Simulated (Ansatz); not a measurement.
## Geometry relaxation of C12Cl (part 3 of 3)

The same run, continued: C12Cl (slab, 13 atoms in the cell); DFT PBE, scalar-relativistic, plane waves, PAW, PAW set soft_1, no spin polarisation (Ansatz 0.2.0); cutoff 420 eV, 6×3×1 k-mesh, Gaussian smearing of 0.1 eV. The structure derives from a Materials Project entry. The input holds or restrains some coordinates. Forces given for the steps count only the free coordinates.

Geometry of the input (Å; fractional positions):
```
4.9327  0.0000  0.0000
-1.2332  8.7859  0.0000
0.0000  0.0000  20.2907
C  0.0197  0.0788  0.1971
C  0.5197  0.0788  0.1971
C  0.2746  0.0985  0.2312
C  0.7746  0.0985  0.2312
C  0.2845  0.1379  0.2992
C  0.7845  0.1379  0.2992
C  0.0393  0.1572  0.3324
C  0.5393  0.1572  0.3324
C  0.0497  0.1987  0.4035
C  0.5497  0.1987  0.4035
C  0.3041  0.2163  0.4332
C  0.8041  0.2163  0.4332
Cl 0.6791  0.9663  0.4254
```

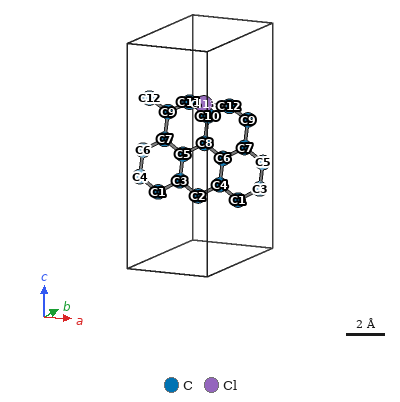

Figure 1. The geometry at step 4 of the log (ball-and-stick view of the cell of the calculation, with the vacuum cut short, seen slightly off an axis; neighbours outside the cell are drawn fainter; atoms are numbered from 1 in the order of the input).

### What the program printed, continued
```
SCF iter   1: F=—  HF=-4077.724600 eV  |F-HF|=—  |Δ(HF+E_count)|=         —  Δρ=2.32e-5  dr2=5.73e-6  ethr=1.04e-8  p=-0.192 e·Å  D=-3.94e-2 V/Å  ΔV_dip=0.80 eV  dr2_dipole=1.02e-7  V_vac-E_F(+/−)=7.13/6.33 eV  ⟨swp⟩=1.0  Hψ=1060  notcnv=0
efield: sawtooth ramp at fractional position 0.7952 (handed on by an earlier solve), width 0.0400; the density the first Hamiltonian is built on has a dipole p = -0.192 e·Å; the dipole correction subtracts the counter field D = -3.94e-2 V/Å, which shifts the + side's vacuum level by +0.80 eV against the − side's; the planar-averaged density in the ramp window peaks in size at 5.0e-7 e/Å³
preconditioner: auto → LDOS  [metal: Δε(μ)=0.021 eV  Ē_g=12.176 eV  σ=0.100 eV  W_gap=0.12  n_scr=84 (ndim 8)  ℏωp=9.3 eV  f_vac=0.763  D(μ)=13.72/eV (n_scr^D=76)  β→1.0]
SCF iter   2: F=—  HF=-4077.724633 eV  |F-HF|=—  |Δ(HF+E_count)|=   3.30e-5  Δρ=1.38e-5  dr2=3.87e-6  ethr=1.04e-8  p=-0.192 e·Å  D=-3.94e-2 V/Å  ΔV_dip=0.80 eV  dr2_dipole=9.04e-7  V_vac-E_F(+/−)=7.13/6.33 eV  ⟨swp⟩=2.6  Hψ=598  notcnv=0
SCF iter   3: F=—  HF=-4077.724633 eV  |F-HF|=—  |Δ(HF+E_count)|=   9.05e-9  Δρ=4.78e-6  dr2=3.58e-7  ethr=7.04e-9  p=-0.191 e·Å  D=-3.94e-2 V/Å  ΔV_dip=0.80 eV  dr2_dipole=4.11e-8  V_vac-E_F(+/−)=7.13/6.33 eV  ⟨swp⟩=1.5  Hψ=445  notcnv=0
SCF iter   4: F=—  HF=-4077.724633 eV  |F-HF|=—  |Δ(HF+E_count)|=   5.96e-7  Δρ=2.65e-6  dr2=1.06e-7  ethr=1.82e-10  p=-0.191 e·Å  D=-3.94e-2 V/Å  ΔV_dip=0.80 eV  dr2_dipole=1.52e-8  V_vac-E_F(+/−)=7.13/6.33 eV  ⟨swp⟩=17.8  Hψ=3264  notcnv=0
iter 5 did not close the SCF: its close was put off until two iterations running show no level that it waits for move by more than its bar (scf_convergence_deferred on its scf_iter line)
SCF iter   5: F=-4077.724633 eV  HF=-4077.724633 eV  |F-HF|=7.38e-8  |Δ(HF+E_count)|=   6.54e-8  Δρ=1.47e-6  dr2=2.87e-8  ethr=1.82e-10  p=-0.191 e·Å  D=-3.94e-2 V/Å  ΔV_dip=0.80 eV  dr2_dipole=1.54e-9  V_vac-E_F(+/−)=7.13/6.33 eV  ⟨swp⟩=12.2  Hψ=2780  notcnv=0
SCF iter   6: F=-4077.724633 eV  HF=-4077.724633 eV  |F-HF|=3.46e-8  |Δ(HF+E_count)|=   4.67e-8  Δρ=9.13e-7  dr2=1.54e-8  ethr=5.22e-11  p=-0.191 e·Å  D=-3.94e-2 V/Å  ΔV_dip=0.80 eV  dr2_dipole=1.39e-9  V_vac-E_F(+/−)=7.13/6.33 eV  ⟨swp⟩=9.8  Hψ=2651  notcnv=0
SCF 8 converged in 6 iterations: F = -4077.724633 eV  dr2 = 1.54e-8
relax step   8: F+E_penalty+E_count = -4077.72463330 eV  Δ(F+E_penalty+E_count) = -3.456e-6 eV  max|allowed force component| = 1.214e-2 eV/Å  Δτ_max = 0.0000 Å  (6 SCF iters, accepted)
WARN: The output density's exchange-correlation potential varies sharply where the density is thin. Do not read a vacuum level from v_tot or v_xc, or from such a field of the output density. On a cell that repeats whose density bears no net charge and no dipole along the vacuum's axis use v_es (v_loc + v_h of the components); under efield.dipole_correction with no amplitude use v_es + v_field, which holds any external_charges[].barrier, or the levels of the report's work_function block, which leave it out; under a non-zero efield.amplitude the vacuum is tilted and has no level; on a cell that repeats and bears such a dipole with no correction it is tilted too, and efield.dipole_correction with no amplitude gives each side of its ramp a level where efield: is served; in a cell that repeats whose density bears a net charge (total_charge, or a fill off its count) it is curved and has none; of a slab under crystal.periodic whose density bears no net charge use v_es, which has a level on each side, short of where the two are joined; of another it falls or rises all the way out and has none; of a slab beside external_charges read slab_vacuum_level instead, which it has where they leave it neutral. The grid or the basis barely resolves most such structure, and the values can differ between equally converged runs; as a rule a tighter scf.convergence.dr2_threshold does not remove it. Where the density itself ripples (under the LDA too) a higher basis.ecutwfc lessens it. The files hold the spikes' plane waves up to the density's cutoff. Files: v_tot_of_output_density and the like, and their columns of v_z.tsv (output.write_potential); v_xc_of_output_density and the like, and their columns of v_comp_z.tsv (output.write_potential_components). Measured: with its Gaussian average of σ = 0.25 Å subtracted twice, the exchange-correlation potential is over 0.1 eV at 4582 of the grid points where the equally averaged density (valence and model cores) is under 1e-3 e/Å³, and 1.35 eV at the most among them, at an averaged density of 1.5e-4 e/Å³. The input density's (outcome.potential() and, of a run that writes arrays, v_tot and v_xc) is over 0.1 eV, so measured, at 4539 points of its own thin density, 1.35 eV at the most. See output.write_potential in the manual, Limitations
SCF converged after 6 iterations
Free energy (F): -4077.724633 eV
Harris-Foulkes:  -4077.724633 eV  (|F-HF|=3.46e-8)
Internal energy: -4077.656029 eV  (E = F + TS)
E sigma→0 (E₀):  -4077.690331 eV
Entropy (-TS):   -0.068605 eV (-5.277 meV/atom)
Fermi energy:    -4.754566 eV
Dipole field:    D = -0.039370 V/Å  (p = -0.191324 e·Å, saw-weighted, corrected)
Work function:   Φ+ = 7.1263 eV   Φ− = 6.3274 eV
Levels:          The Fermi level and band energies are counted from a zero that moves with the ramp; work functions are not
--- Per-component energies (eV) ---
  E_band       = -671.842826
  E_kinetic    = 1184.570918
  E_local      = -15689.863653  (includes V_loc(G=0)·N_el)
  E_nonlocal   = 317.640391
  E_hartree    = 7201.528415
  E_xc         = -659.132235
  E_vxc        = -794.267240  (∫ρ·V_xc dr)
  E_paw        = -1857.725584  (= ΣΔE_a)
  E_vpaw       = -93.973909  (= ΣTr[D̂ρ^β])
  E_aug_tail   = 0.000299  (compensation charges beyond the density's cutoff)
  E_efield     = 0.003766  (sawtooth field / dipole correction)
  E_vefield    = 0.985996  (∫n·V_field dr)
  E_ewald      = 5425.321656
  E_smearing   = -0.068605  (= −TS)
  E_closure    = -0.000000  (closes the sum)
  Σ components = -4077.724633   (vs F -4077.724633, Δ=0.00e0)
--- Forces (eV/Å), atoms counted from 1 ---
  atom   1  C      0.02961794     0.45241887     1.83380539
  atom   2  C     -0.02528673     0.39586727     1.84271609
  atom   3  C     -0.01407623    -0.83080852    -3.16138341
  atom   4  C      0.00493808    -0.72720018    -3.19496218
  atom   5  C     -0.02155534     0.40593114     1.41972409
  atom   6  C      0.04053134     0.30973708     1.46006797
  atom   7  C      0.14329669     0.34270579     0.21493249
  atom   8  C     -0.21628611     0.52345564     0.30834757
  atom   9  C      0.93409913     0.03429279     0.02504447
  atom  10  C     -0.87694542     0.16210140    -0.48467826
  atom  11  C     -0.07717536    -0.24671298    -1.07048877
  atom  12  C     -0.26031456    -2.17505226     0.79463876
  atom  13  Cl     0.33915560     1.35327918     0.01213809
  max |Σ_I F_I| component: 9.77e-5 eV/Å
--- Band table (eV; the first three rows and the last of 10) ---
  k-point 0: bands = ["-23.2255", "-21.6159", "-19.2900", "-19.0795", "-19.0145", "-17.8628", "-17.3554", "-17.2355", "-15.4618", "-15.4267", "-14.8226", "-11.7215", "-11.5598", "-11.1692", "-10.8081", "-10.5462", "-9.6275", "-9.4101", "-7.8979", "-7.6880", "-6.6599", "-6.6485", "-6.3251", "-5.6777", "-5.3568", "-5.1014", "-5.0258", "-4.9017", "-4.0212", "-3.6883", "-3.3898", "-2.0553", "-1.7047", "-0.5582", "0.1200", "1.1866", "1.6170", "2.0300", "2.3795", "2.4813", "2.5285"]
  k-point 1: bands = ["-23.2255", "-21.6159", "-19.2900", "-19.0795", "-19.0145", "-17.8628", "-17.3554", "-17.2355", "-15.4618", "-15.4267", "-14.8227", "-11.7214", "-11.5598", "-11.1693", "-10.8082", "-10.5461", "-9.6272", "-9.4101", "-7.8979", "-7.6877", "-6.6599", "-6.6484", "-6.3275", "-5.6772", "-5.3569", "-5.1025", "-5.0258", "-4.9002", "-4.0195", "-3.6883", "-3.3877", "-2.0555", "-1.7047", "-0.5667", "0.3928", "1.2076", "1.4399", "1.8112", "2.0810", "2.3683", "2.6117"]
  k-point 2: bands = ["-23.1045", "-21.4998", "-20.2611", "-19.1857", "-18.8217", "-17.7701", "-17.3399", "-16.5725", "-15.9988", "-14.7405", "-14.1349", "-12.3700", "-11.0572", "-11.0253", "-10.9926", "-10.7992", "-9.8847", "-9.4917", "-8.3841", "-7.7989", "-7.5352", "-6.6912", "-6.1458", "-5.5974", "-5.3653", "-5.1522", "-4.8877", "-4.7787", "-4.0898", "-3.8416", "-3.4829", "-1.8098", "-0.6194", "-0.3857", "0.2908", "1.3652", "1.7830", "2.1225", "2.5105", "2.5827", "2.6831"]
  k-point 9: bands = ["-22.1761", "-22.1079", "-20.6377", "-20.5063", "-18.4210", "-18.2496", "-17.6295", "-14.6147", "-14.5857", "-13.4307", "-13.3611", "-12.7504", "-12.7400", "-11.1789", "-11.1468", "-10.4814", "-10.4454", "-9.9376", "-9.8396", "-8.5769", "-8.2532", "-6.6891", "-6.2818", "-5.8596", "-5.4992", "-5.1769", "-4.7680", "-4.7470", "-4.6502", "-4.2274", "-1.5479", "-1.5018", "1.0172", "1.0531", "1.7142", "2.1125", "2.3993", "2.7511", "2.9172", "3.0324", "3.0765"]
--- Relaxed structure (8 steps of the walk, 8 accepted, 0 SCFs on fresh bases) ---
  F+E_penalty+E_count = -4077.72463330 eV   max|allowed force component| = 1.214e-2 eV/Å
  atoms:
    - { symbol: C, position: [0.019700504499999997, 0.0788020181, 0.19713450869999996] }
    - { symbol: C, position: [0.5197005045, 0.0788020181, 0.19713450869999996] }
    - { symbol: C, position: [0.2746256306, 0.0985025226, 0.23117041709999997] }
    - { symbol: C, position: [0.7746256306000001, 0.0985025226, 0.23117041709999997] }
    - { symbol: C, position: [0.2844758829, 0.1379035317, 0.2992422339] }
    - { symbol: C, position: [0.7844758829000001, 0.1379035317, 0.2992422339] }
    - { symbol: C, position: [0.0392966974, 0.1571967136, 0.33240235169999993] }
    - { symbol: C, position: [0.5392966973999999, 0.1571967136, 0.33240235169999993] }
    - { symbol: C, position: [0.049676942599999996, 0.19872122679999998, 0.4035397394] }
    - { symbol: C, position: [0.5496769425999999, 0.19872122679999998, 0.4035397394] }
    - { symbol: C, position: [0.3040736089, 0.21631072969999998, 0.4332382874999999] }
    - { symbol: C, position: [0.8040736089, 0.21631072969999998, 0.4332382874999999] }
    - { symbol: Cl, position: [0.6790736089, 0.9663107297, 0.48375400540028013] }
```

### Trajectory as extended XYZ (Å, eV, eV/Å), 8 frames, from step=1 to step=8
```
13
Lattice="4.9327 0.0000 0.0000 -1.2332 8.7859 0.0000 0.0000 0.0000 20.2907" Properties=species:S:1:pos:R:3:forces:R:3 step=1 energy=-4076.54444
C     0.0000    0.6923    4.0000    0.0162   0.4565   1.7961
C     2.4663    0.6923    4.0000    0.0152   0.4436   1.7808
C     1.2332    0.8654    4.6906   -0.0189  -0.8934  -3.3558
C     3.6995    0.8654    4.6906   -0.0320  -0.7755  -2.9649
C     1.2332    1.2116    6.0718    0.0895   0.5430   1.5954
C     3.6995    1.2116    6.0718    0.0900   0.5952   1.3431
C     0.0000    1.3811    6.7447    0.3252   0.4242   0.0158
C     2.4663    1.3811    6.7447   -0.6520   0.9249  -0.4082
C     0.0000    1.7459    8.1881    1.9912   0.6174  -0.7828
C     2.4663    1.7459    8.1881   -1.7460   0.4689  -1.4719
C     1.2332    1.9005    8.7907   -0.6275   0.0993  -0.9494
C     3.6995    1.9005    8.7907    0.2020  -1.3933   1.3646
Cl    2.1580    8.4899    8.6307    0.3470  -1.5107   2.0377
13
Lattice="4.9327 0.0000 0.0000 -1.2332 8.7859 0.0000 0.0000 0.0000 20.2907" Properties=species:S:1:pos:R:3:forces:R:3 step=2 energy=-4076.90432
C     0.0000    0.6923    4.0000    0.0154   0.4686   1.7737
C     2.4663    0.6923    4.0000    0.0100   0.4515   1.7670
C     1.2332    0.8654    4.6906   -0.0259  -0.9005  -3.2913
C     3.6995    0.8654    4.6906   -0.0174  -0.7900  -2.9687
C     1.2332    1.2116    6.0718    0.0476   0.4979   1.5694
C     3.6995    1.2116    6.0718    0.0802   0.4772   1.4352
C     0.0000    1.3811    6.7447    0.2856   0.3953   0.0902
C     2.4663    1.3811    6.7447   -0.5422   0.7942  -0.1454
C     0.0000    1.7459    8.1881    1.8860   0.5277  -0.7104
C     2.4663    1.7459    8.1881   -1.6627   0.4471  -1.3871
C     1.2332    1.9005    8.7907   -0.5922   0.0324  -1.0813
C     3.6995    1.9005    8.7907    0.1149  -1.6067   1.2833
Cl    2.1580    8.4899    8.8257    0.4004  -0.7979   1.6618
13
Lattice="4.9327 0.0000 0.0000 -1.2332 8.7859 0.0000 0.0000 0.0000 20.2907" Properties=species:S:1:pos:R:3:forces:R:3 step=3 energy=-4077.19526
C     0.0000    0.6923    4.0000    0.0131   0.4758   1.7633
C     2.4663    0.6923    4.0000    0.0071   0.4495   1.7590
C     1.2332    0.8654    4.6906   -0.0258  -0.9051  -3.2449
C     3.6995    0.8654    4.6906   -0.0087  -0.7846  -2.9784
C     1.2332    1.2116    6.0718    0.0121   0.4660   1.5416
C     3.6995    1.2116    6.0718    0.0787   0.3983   1.4708
C     0.0000    1.3811    6.7447    0.2560   0.3844   0.1467
C     2.4663    1.3811    6.7447   -0.4573   0.7032   0.0578
C     0.0000    1.7459    8.1881    1.7317   0.4222  -0.5953
C     2.4663    1.7459    8.1881   -1.5515   0.4344  -1.2540
C     1.2332    1.9005    8.7907   -0.5070  -0.0264  -1.1776
C     3.6995    1.9005    8.7907    0.0146  -1.8310   1.1846
Cl    2.1580    8.4899    9.0207    0.4370  -0.1876   1.3264
13
Lattice="4.9327 0.0000 0.0000 -1.2332 8.7859 0.0000 0.0000 0.0000 20.2907" Properties=species:S:1:pos:R:3:forces:R:3 step=4 energy=-4077.42737
C     0.0000    0.6923    4.0000    0.0074   0.4742   1.7614
C     2.4663    0.6923    4.0000    0.0078   0.4358   1.7596
C     1.2332    0.8654    4.6906   -0.0245  -0.8999  -3.2126
C     3.6995    0.8654    4.6906   -0.0018  -0.7628  -3.0007
C     1.2332    1.2116    6.0718   -0.0115   0.4429   1.5083
C     3.6995    1.2116    6.0718    0.0747   0.3483   1.4792
C     0.0000    1.3811    6.7447    0.2283   0.3785   0.1866
C     2.4663    1.3811    6.7447   -0.3856   0.6412   0.1975
C     0.0000    1.7459    8.1881    1.5351   0.3076  -0.4459
C     2.4663    1.7459    8.1881   -1.3997   0.3965  -1.0906
C     1.2332    1.9005    8.7907   -0.3908  -0.0832  -1.2232
C     3.6995    1.9005    8.7907   -0.0891  -2.0363   1.0833
Cl    2.1580    8.4899    9.2207    0.4495   0.3568   0.9955
13
Lattice="4.9327 0.0000 0.0000 -1.2332 8.7859 0.0000 0.0000 0.0000 20.2907" Properties=species:S:1:pos:R:3:forces:R:3 step=5 energy=-4077.58990
C     0.0000    0.6923    4.0000    0.0071   0.4682   1.7767
C     2.4663    0.6923    4.0000    0.0038   0.4192   1.7779
C     1.2332    0.8654    4.6906   -0.0218  -0.8835  -3.1924
C     3.6995    0.8654    4.6906    0.0024  -0.7412  -3.0494
C     1.2332    1.2116    6.0718   -0.0225   0.4271   1.4757
C     3.6995    1.2116    6.0718    0.0659   0.3216   1.4763
C     0.0000    1.3811    6.7447    0.2015   0.3722   0.2079
C     2.4663    1.3811    6.7447   -0.3249   0.5994   0.2724
C     0.0000    1.7459    8.1881    1.3332   0.2008  -0.2867
C     2.4663    1.7459    8.1881   -1.2323   0.3320  -0.9066
C     1.2332    1.9005    8.7907   -0.2729  -0.1416  -1.2135
C     3.6995    1.9005    8.7907   -0.1747  -2.1740   0.9899
Cl    2.1580    8.4899    9.4157    0.4351   0.7996   0.6704
13
Lattice="4.9327 0.0000 0.0000 -1.2332 8.7859 0.0000 0.0000 0.0000 20.2907" Properties=species:S:1:pos:R:3:forces:R:3 step=6 energy=-4077.69038
C     0.0000    0.6923    4.0000    0.0150   0.4602   1.8042
C     2.4663    0.6923    4.0000   -0.0079   0.4048   1.8092
C     1.2332    0.8654    4.6906   -0.0182  -0.8583  -3.1768
C     3.6995    0.8654    4.6906    0.0046  -0.7282  -3.1203
C     1.2332    1.2116    6.0718   -0.0246   0.4152   1.4455
C     3.6995    1.2116    6.0718    0.0535   0.3105   1.4696
C     0.0000    1.3811    6.7447    0.1729   0.3608   0.2159
C     2.4663    1.3811    6.7447   -0.2686   0.5628   0.3039
C     0.0000    1.7459    8.1881    1.1296   0.1069  -0.1240
C     2.4663    1.7459    8.1881   -1.0540   0.2483  -0.6982
C     1.2332    1.9005    8.7907   -0.1643  -0.1999  -1.1592
C     3.6995    1.9005    8.7907   -0.2339  -2.2250   0.8944
Cl    2.1580    8.4899    9.6157    0.3958   1.1412   0.3343
13
Lattice="4.9327 0.0000 0.0000 -1.2332 8.7859 0.0000 0.0000 0.0000 20.2907" Properties=species:S:1:pos:R:3:forces:R:3 step=7 energy=-4077.72463
C     0.0000    0.6923    4.0000    0.0294   0.4519   1.8338
C     2.4663    0.6923    4.0000   -0.0251   0.3953   1.8429
C     1.2332    0.8654    4.6906   -0.0142  -0.8308  -3.1617
C     3.6995    0.8654    4.6906    0.0050  -0.7271  -3.1952
C     1.2332    1.2116    6.0718   -0.0217   0.4059   1.4198
C     3.6995    1.2116    6.0718    0.0407   0.3100   1.4607
C     0.0000    1.3811    6.7447    0.1429   0.3429   0.2155
C     2.4663    1.3811    6.7447   -0.2159   0.5236   0.3087
C     0.0000    1.7459    8.1881    0.9329   0.0341   0.0246
C     2.4663    1.7459    8.1881   -0.8755   0.1618  -0.4850
C     1.2332    1.9005    8.7907   -0.0775  -0.2473  -1.0702
C     3.6995    1.9005    8.7907   -0.2602  -2.1765   0.7953
Cl    2.1580    8.4899    9.8157    0.3391   1.3541   0.0119
13
Lattice="4.9327 0.0000 0.0000 -1.2332 8.7859 0.0000 0.0000 0.0000 20.2907" Properties=species:S:1:pos:R:3:forces:R:3 step=8 energy=-4077.72463
C     0.0000    0.6923    4.0000    0.0296   0.4524   1.8338
C     2.4663    0.6923    4.0000   -0.0253   0.3959   1.8427
C     1.2332    0.8654    4.6906   -0.0141  -0.8308  -3.1614
C     3.6995    0.8654    4.6906    0.0049  -0.7272  -3.1950
C     1.2332    1.2116    6.0718   -0.0216   0.4059   1.4197
C     3.6995    1.2116    6.0718    0.0405   0.3097   1.4601
C     0.0000    1.3811    6.7447    0.1433   0.3427   0.2149
C     2.4663    1.3811    6.7447   -0.2163   0.5235   0.3083
C     0.0000    1.7459    8.1881    0.9341   0.0343   0.0250
C     2.4663    1.7459    8.1881   -0.8769   0.1621  -0.4847
C     1.2332    1.9005    8.7907   -0.0772  -0.2467  -1.0705
C     3.6995    1.9005    8.7907   -0.2603  -2.1751   0.7946
Cl    2.1580    8.4899    9.8157    0.3392   1.3533   0.0121
```

### Results in brief

```tsv
quantity	value
outcome	converged under the restraints of the input
electrons treated	55
free energy	−4077.7246 eV
work function, top face	7.13 eV
work function, bottom face	6.33 eV
Fermi energy	−4.755 eV
gap on the k-point mesh	none (metallic)
final volume	879.36 Å³
work function (upper face)	7.13 eV
largest force (length of the vector) at the end, held atoms and coordinates included	3.277 eV/Å
hardware	4 threads of Arm Neoverse V2, 24 GiB of memory available, shared host
wall time	78 s (CPU time 5.1 min)
peak memory	1.3 GiB
```

### Remarks

The program warns: the exchange-correlation potential is rough where the density is thin. The cell holds an odd number of electrons but the run has no spin polarisation, so a band is left half filled.
